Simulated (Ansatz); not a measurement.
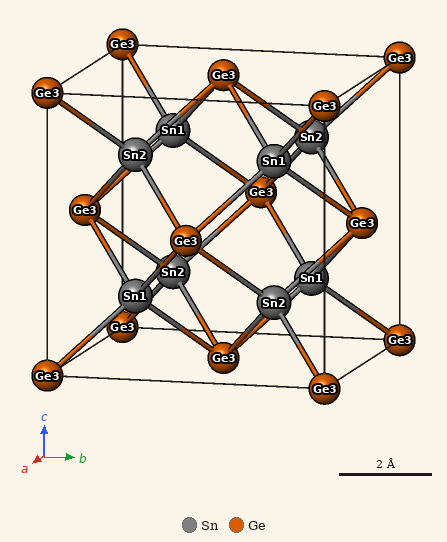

*The input geometry (ball-and-stick view of the cell 4 times as large as that of the calculation, set on its symmetry axes, seen slightly off an axis; atoms are numbered from 1 in the order of the input). An atom can appear more than once, as a periodic image.*

Near neighbours in the periodic cell (some may lie outside the picture): Sn has 4 Ge at 2.72 Å; Ge has 8 Sn at 2.72 Å.

Geometry relaxation of Sn2Ge (part 1 of 2)

System: Sn2Ge (Fm-3m, 3 atoms in the cell).
Method: DFT PBEsol, scalar-relativistic, plane waves, PAW, no spin polarisation (Ansatz 0.2.0).

Figures and captions count atoms from 1; the log counts them from 0 in places.

**Input file**
```yaml
crystal:
  lattice:
    - [0.0, 3.1429694073, 3.1429694073]
    - [3.1429694073, 0.0, 3.1429694073]
    - [3.1429694073, 3.1429694073, 0.0]
  atoms:
    - { symbol: Sn, position: [0.75, 0.75, 0.75] }
    - { symbol: Sn, position: [0.25, 0.25, 0.25] }
    - { symbol: Ge, position: [0.0, 0.0, 0.0] }
basis:
  ecutwfc: 420
kpoints:
  mp_grid: { grid: [6, 6, 6] }
hamiltonian:
  xc: pbesol
scf:
  occupations: { method: gaussian, width: 0.1 }
output:
  forces: true
  stress: true
  eigenvalues: true
relax:
  adjacent_minimum: "off"
  f_tol: 0.05
  max_steps: 80
  cell: { stress_tol: 0.5 }
```

Run on 2 threads of Intel Xeon @ 2.70GHz, 189 GiB of memory available, shared host.

Launched with:
```bash
ansatz run input.yaml --threads 2 --pin off --max-ram 6144MiB --backend cpu --events-out ev --progress --plain --runs-dir out
```

**The program's output**
```
Engine: ansatz 0.2.0, x86_64-unknown-linux-gnu
Pseudopotentials: kind: paw
Pseudopotential: Sn, paw, valence charge 14, recommended cutoff 420 eV (normal), Sn.paw.azcp
Pseudopotential: Ge, paw, valence charge 14, recommended cutoff 420 eV (normal), Ge.paw.azcp
Functional definition: PBEsol
  exchange = pbesol_x
  correlation = pbesol_c
Crystal: 3 atoms, lattice volume = 62.094 Å³
Basis set: ecut = 420 eV, 1243 PW (Γ), exchange–correlation on 60×60×60 points (8 copies of the dense FFT grid, shifted against one another)
Bands: 26, of which v1, the nominal top of the filled ones, is band 21 counted from 1 (20 counted from 0)
Symmetry: 48 space group operations
Space group: Fm-3m (ITA 225), of the structure as read, at distance tolerance 4.0e-5 Å
k-points: 16 of 216
Non-local potential: Sn, projectors of the file, l = 0: 2, l = 1: 2, l = 2: 2, l = 3: 2
Non-local potential: Ge, projectors of the file, l = 0: 2, l = 1: 2, l = 2: 3, l = 3: 1
PAW form: soft (Blöchl's): semilocal exchange-correlation on the pseudo side does not see the compensation charge
PAW frozen core: Sn, regenerated for the run's functional, and the local potential with it (the file was generated under x = pbe(κ = 0.804, μ = 0.2195149727645171), c = pbe(β = 0.06672455060314922))
PAW frozen core: Ge, regenerated for the run's functional, and the local potential with it (the file was generated under x = pbe(κ = 0.804, μ = 0.2195149727645171), c = pbe(β = 0.06672455060314922))
PAW one-centre angular grid: Sn, 590 points (default); XC on 64 Gauss nodes
PAW one-centre angular grid: Ge, 590 points (default); XC on 64 Gauss nodes
Initial density: superposition of atomic densities (neutral atoms: chi_scale 0, normalization atom), corrected by the library's trained network
Initial wavefunctions: pseudopotential atomic-orbital guess
Functional: x = pbesol(κ = 0.804, μ = 0.12345679012345678), c = pbesol(β = 0.046)
SCF iter   1: F=—  HF=-16151.433977 eV  |F-HF|=—  |Δ(HF+E_count)|=         —  Δρ=3.41e-3  dr2=4.63e-3  ethr=1.77e-3  ⟨swp⟩=5.8  Hψ=1828  notcnv=0
preconditioner: auto → none  [insulator: Δε(μ)=0.294 eV  Ē_g=21.239 eV  σ=0.100 eV  W_gap=0.60  n_scr=14 (ndim 8)  ℏωp=30.5 eV  f_vac=0.007  D(μ)=4.09/eV (n_scr^D=50)  ε∞_Penn≈3.1]
SCF iter   2: F=—  HF=-16151.429375 eV  |F-HF|=—  |Δ(HF+E_count)|=   4.60e-3  Δρ=1.78e-3  dr2=7.18e-4  ethr=1.10e-5  ⟨swp⟩=2.4  Hψ=849  notcnv=0
SCF iter   3: F=—  HF=-16151.429186 eV  |F-HF|=—  |Δ(HF+E_count)|=   1.89e-4  Δρ=4.63e-4  dr2=7.59e-5  ethr=1.71e-6  ⟨swp⟩=2.0  Hψ=745  notcnv=0
SCF iter   4: F=—  HF=-16151.429163 eV  |F-HF|=—  |Δ(HF+E_count)|=   2.34e-5  Δρ=1.41e-4  dr2=4.71e-6  ethr=1.81e-7  ⟨swp⟩=2.0  Hψ=747  notcnv=0
SCF iter   5: F=—  HF=-16151.429163 eV  |F-HF|=—  |Δ(HF+E_count)|=   4.76e-7  Δρ=3.75e-5  dr2=4.78e-7  ethr=1.12e-8  ⟨swp⟩=2.0  Hψ=747  notcnv=0
SCF iter   6: F=-16151.429163 eV  HF=-16151.429163 eV  |F-HF|=1.13e-10  |Δ(HF+E_count)|=   2.12e-7  Δρ=3.41e-6  dr2=4.39e-9  ethr=2.38e-10  ⟨swp⟩=7.9  Hψ=1923  notcnv=0
SCF 1 converged in 6 iterations: F = -16151.429163 eV  dr2 = 4.39e-9
  greatest PAW one-centre occupation: 0.998 electrons in one spin orbital (limit 2), on the Ge atom at site 2 (counted from 0), in its partial waves of l = 2
relax step   1: F+E_penalty+E_count = -16151.42916306 eV  Δ(F+E_penalty+E_count) = +0.000e0 eV  max|allowed force component| = 3.084e-17 eV/Å  Δτ_max = 0.0000 Å  P = +24.410 GPa  Ω = 62.094 Å³  (6 SCF iters, dr2 threshold 1.00e-7 eV, accepted)
Crystal: 3 atoms, lattice volume = 71.625 Å³
Basis set: ecut = 420 eV, 1411 PW (Γ), exchange–correlation on 60×60×60 points (8 copies of the dense FFT grid, shifted against one another)
Initial density: handed on by an earlier stage of this run
Initial wavefunctions: those handed on with the density
iter 1 solved again at ethr=3.93e-5 eV; its pass at ethr=3.10e-3 eV (dr2=1.65e-2 eV) is discarded
SCF iter   1: F=—  HF=-16152.349051 eV  |F-HF|=—  |Δ(HF+E_count)|=         —  Δρ=4.05e-3  dr2=1.67e-2  ethr=3.93e-5  ⟨swp⟩=1.1  Hψ=2506  notcnv=0
preconditioner: auto → LDOS  [insulator: Δε(μ)=0.112 eV  Ē_g=20.739 eV  σ=0.100 eV  W_gap=0.54  n_scr=14 (ndim 8)  ℏωp=28.4 eV  f_vac=0.028  D(μ)=2.34/eV (n_scr^D=14)  ε∞_Penn≈2.9  β→1.0]
SCF iter   2: F=—  HF=-16152.346953 eV  |F-HF|=—  |Δ(HF+E_count)|=   2.10e-3  Δρ=1.45e-3  dr2=1.97e-3  ethr=3.93e-5  ⟨swp⟩=2.4  Hψ=713  notcnv=0
SCF iter   3: F=—  HF=-16152.346722 eV  |F-HF|=—  |Δ(HF+E_count)|=   2.31e-4  Δρ=9.81e-4  dr2=5.06e-4  ethr=4.69e-6  ⟨swp⟩=2.0  Hψ=756  notcnv=0
SCF iter   4: F=—  HF=-16152.346397 eV  |F-HF|=—  |Δ(HF+E_count)|=   3.25e-4  Δρ=1.83e-4  dr2=3.29e-5  ethr=1.21e-6  ⟨swp⟩=2.0  Hψ=756  notcnv=0
SCF iter   5: F=—  HF=-16152.346367 eV  |F-HF|=—  |Δ(HF+E_count)|=   3.07e-5  Δρ=9.72e-5  dr2=7.04e-6  ethr=7.83e-8  ⟨swp⟩=2.0  Hψ=756  notcnv=0
SCF iter   6: F=—  HF=-16152.346363 eV  |F-HF|=—  |Δ(HF+E_count)|=   4.33e-6  Δρ=2.26e-5  dr2=4.94e-7  ethr=1.68e-8  ⟨swp⟩=2.0  Hψ=756  notcnv=0
SCF iter   7: F=-16152.346363 eV  HF=-16152.346363 eV  |F-HF|=5.46e-9  |Δ(HF+E_count)|=   4.61e-8  Δρ=3.15e-6  dr2=7.47e-9  ethr=7.14e-10  ⟨swp⟩=6.2  Hψ=1681  notcnv=0
SCF 2 converged in 7 iterations: F = -16152.346363 eV  dr2 = 7.47e-9
relax step   2: F+E_penalty+E_count = -16152.34636255 eV  Δ(F+E_penalty+E_count) = -9.172e-1 eV  max|allowed force component| = 1.496e-16 eV/Å  Δτ_max = 0.0000 Å  P = +8.219 GPa  Ω = 71.625 Å³  energy of the carried Pulay correction = -3.200e-3 eV  (7 SCF iters, dr2 threshold 3.00e-7 eV, accepted)
Crystal: 3 atoms, lattice volume = 77.662 Å³
Basis set: ecut = 420 eV, 1471 PW (Γ), exchange–correlation on 60×60×60 points (8 copies of the dense FFT grid, shifted against one another)
iter 1 solved again at ethr=1.01e-5 eV; its pass at ethr=3.10e-3 eV (dr2=4.26e-3 eV) is discarded
SCF iter   1: F=—  HF=-16152.533682 eV  |F-HF|=—  |Δ(HF+E_count)|=         —  Δρ=1.87e-3  dr2=4.56e-3  ethr=1.01e-5  ⟨swp⟩=2.6  Hψ=2628  notcnv=0
preconditioner: auto → LDOS  [metal: Δε(μ)=0.039 eV  Ē_g=20.428 eV  σ=0.100 eV  W_gap=0.22  n_scr=14 (ndim 8)  ℏωp=27.3 eV  f_vac=0.035  D(μ)=2.54/eV (n_scr^D=14)  β→1.0]
SCF iter   2: F=—  HF=-16152.533017 eV  |F-HF|=—  |Δ(HF+E_count)|=   6.64e-4  Δρ=6.20e-4  dr2=5.10e-4  ethr=1.01e-5  ⟨swp⟩=2.9  Hψ=695  notcnv=0
SCF iter   3: F=—  HF=-16152.532964 eV  |F-HF|=—  |Δ(HF+E_count)|=   5.29e-5  Δρ=4.34e-4  dr2=1.10e-4  ethr=1.22e-6  ⟨swp⟩=2.0  Hψ=677  notcnv=0
SCF iter   4: F=—  HF=-16152.532877 eV  |F-HF|=—  |Δ(HF+E_count)|=   8.74e-5  Δρ=6.88e-5  dr2=4.99e-6  ethr=2.63e-7  ⟨swp⟩=2.0  Hψ=757  notcnv=0
SCF iter   5: F=—  HF=-16152.532876 eV  |F-HF|=—  |Δ(HF+E_count)|=   8.45e-7  Δρ=3.26e-5  dr2=9.24e-7  ethr=1.19e-8  ⟨swp⟩=2.0  Hψ=757  notcnv=0
SCF iter   6: F=-16152.532875 eV  HF=-16152.532875 eV  |F-HF|=1.63e-8  |Δ(HF+E_count)|=   5.46e-7  Δρ=9.17e-6  dr2=9.16e-8  ethr=7.14e-10  ⟨swp⟩=5.9  Hψ=1905  notcnv=0
SCF 3 converged in 6 iterations: F = -16152.532875 eV  dr2 = 9.16e-8
relax step   3: F+E_penalty+E_count = -16152.53287544 eV  Δ(F+E_penalty+E_count) = -1.865e-1 eV  max|allowed force component| = 1.002e-16 eV/Å  Δτ_max = 0.0000 Å  P = +2.188 GPa  Ω = 77.662 Å³  energy of the carried Pulay correction = -5.003e-3 eV  (6 SCF iters, dr2 threshold 3.00e-7 eV, accepted)
Crystal: 3 atoms, lattice volume = 80.110 Å³
iter 1 solved again at ethr=1.25e-6 eV; its pass at ethr=3.10e-3 eV (dr2=5.24e-4 eV) is discarded
SCF iter   1: F=—  HF=-16152.551371 eV  |F-HF|=—  |Δ(HF+E_count)|=         —  Δρ=6.63e-4  dr2=5.57e-4  ethr=1.25e-6  ⟨swp⟩=2.5  Hψ=2600  notcnv=0
preconditioner: auto → LDOS  [metal: Δε(μ)=0.106 eV  Ē_g=20.313 eV  σ=0.100 eV  W_gap=0.45  n_scr=14 (ndim 8)  ℏωp=26.9 eV  f_vac=0.033  D(μ)=2.64/eV (n_scr^D=14)  β→1.0]
SCF iter   2: F=—  HF=-16152.551286 eV  |F-HF|=—  |Δ(HF+E_count)|=   8.47e-5  Δρ=2.09e-4  dr2=5.64e-5  ethr=1.25e-6  ⟨swp⟩=2.9  Hψ=731  notcnv=0
SCF iter   3: F=—  HF=-16152.551264 eV  |F-HF|=—  |Δ(HF+E_count)|=   2.21e-5  Δρ=1.44e-4  dr2=1.42e-5  ethr=1.34e-7  ⟨swp⟩=2.0  Hψ=757  notcnv=0
SCF iter   4: F=—  HF=-16152.551256 eV  |F-HF|=—  |Δ(HF+E_count)|=   7.97e-6  Δρ=2.56e-5  dr2=6.91e-7  ethr=3.38e-8  ⟨swp⟩=2.0  Hψ=757  notcnv=0
SCF iter   5: F=-16152.551256 eV  HF=-16152.551256 eV  |F-HF|=1.03e-7  |Δ(HF+E_count)|=   1.44e-7  Δρ=9.73e-6  dr2=8.11e-8  ethr=7.14e-10  ⟨swp⟩=6.2  Hψ=1957  notcnv=0
SCF 4 converged in 5 iterations: F = -16152.551256 eV  dr2 = 8.11e-8
relax step   4: F+E_penalty+E_count = -16152.55125599 eV  Δ(F+E_penalty+E_count) = -1.838e-2 eV  max|allowed force component| = 8.018e-17 eV/Å  Δτ_max = 0.0000 Å  P = +0.367 GPa  Ω = 80.110 Å³  energy of the carried Pulay correction = -5.691e-3 eV  (5 SCF iters, dr2 threshold 3.00e-7 eV, accepted)
Basis set: ecut = 420 eV, 1471 PW (Γ), exchange–correlation on 72×72×72 points (8 copies of the dense FFT grid, shifted against one another)
Initial wavefunctions: pseudopotential atomic-orbital guess (no wavefunctions were taken with the density)
iter 1 solved again at ethr=8.26e-7 eV; its pass at ethr=3.10e-3 eV (dr2=3.47e-4 eV) is discarded
SCF iter   1: F=—  HF=-16152.543823 eV  |F-HF|=—  |Δ(HF+E_count)|=         —  Δρ=2.84e-3  dr2=2.11e-4  ethr=8.26e-7  ⟨swp⟩=2.2  Hψ=2696  notcnv=0
preconditioner: auto → LDOS  [metal: Δε(μ)=0.107 eV  Ē_g=20.310 eV  σ=0.100 eV  W_gap=0.44  n_scr=14 (ndim 8)  ℏωp=26.9 eV  f_vac=0.031  D(μ)=2.65/eV (n_scr^D=14)  β→1.0]
SCF iter   2: F=—  HF=-16152.560422 eV  |F-HF|=—  |Δ(HF+E_count)|=   1.66e-2  Δρ=2.46e-4  dr2=5.69e-5  ethr=5.03e-7  ⟨swp⟩=2.4  Hψ=772  notcnv=0
SCF iter   3: F=—  HF=-16152.560375 eV  |F-HF|=—  |Δ(HF+E_count)|=   4.78e-5  Δρ=1.47e-4  dr2=1.01e-5  ethr=1.36e-7  ⟨swp⟩=2.0  Hψ=757  notcnv=0
SCF iter   4: F=—  HF=-16152.560383 eV  |F-HF|=—  |Δ(HF+E_count)|=   8.68e-6  Δρ=4.95e-5  dr2=2.98e-6  ethr=2.41e-8  ⟨swp⟩=2.0  Hψ=754  notcnv=0
SCF iter   5: F=—  HF=-16152.560386 eV  |F-HF|=—  |Δ(HF+E_count)|=   3.06e-6  Δρ=9.79e-6  dr2=1.32e-7  ethr=7.11e-9  ⟨swp⟩=2.0  Hψ=493  notcnv=0
SCF iter   6: F=—  HF=-16152.560386 eV  |F-HF|=—  |Δ(HF+E_count)|=   3.81e-8  Δρ=1.99e-6  dr2=4.31e-9  ethr=3.14e-10  ⟨swp⟩=2.1  Hψ=494  notcnv=0
SCF iter   7: F=-16152.560386 eV  HF=-16152.560386 eV  |F-HF|=4.00e-11  |Δ(HF+E_count)|=   1.11e-9  Δρ=4.15e-7  dr2=1.24e-10  ethr=7.14e-12  ⟨swp⟩=4.6  Hψ=1435  notcnv=0
SCF 5 converged in 7 iterations: F = -16152.560386 eV  dr2 = 1.24e-10
relax step   5: F+E_penalty+E_count = -16152.56038632 eV  Δ(F+E_penalty+E_count) = -9.130e-3 eV  max|allowed force component| = 1.326e-16 eV/Å  Δτ_max = 0.0000 Å  P = +0.534 GPa  Ω = 80.110 Å³  stress off target by 5.34e-1 GPa  SCF on the basis re-selected at this cell (its energy is not comparable with the rows above)  (7 SCF iters)
basis re-selected at this cell: Δ(F+E_penalty+E_count) = -9.130e-3 eV, ΔP = +0.168 GPa vs the last step (what re-selecting the basis moved, of the pressure what is left beyond the Pulay correction that the steps carried, after the strain that the cell walked since its last selection, with what the two solves' SCF thresholds leave and, on support functions, any second-order correction that the steps lacked; it is no measure of the basis error at this ecutwfc). The dense FFT grid was sized anew with the basis: this SCF ran on 36×36×36 points, the steps before it on 30×30×30, so part of this shift can come from that change (see relax.cell in the input reference). This SCF's stress stands 5.34e-1 GPa from its target on what of the cell is left free (relax.cell.stress_tol is 5.00e-1 GPa) and its largest allowed force component is 1.33e-16 eV/Å (relax.f_tol is 5.00e-2 eV/Å): not within both, so this SCF does not close the relaxation
Crystal: 3 atoms, lattice volume = 80.902 Å³
Basis set: ecut = 420 eV, 1591 PW (Γ), exchange–correlation on 72×72×72 points (8 copies of the dense FFT grid, shifted against one another)
iter 1 solved again at ethr=1.48e-7 eV; its pass at ethr=3.10e-3 eV (dr2=6.22e-5 eV) is discarded
```
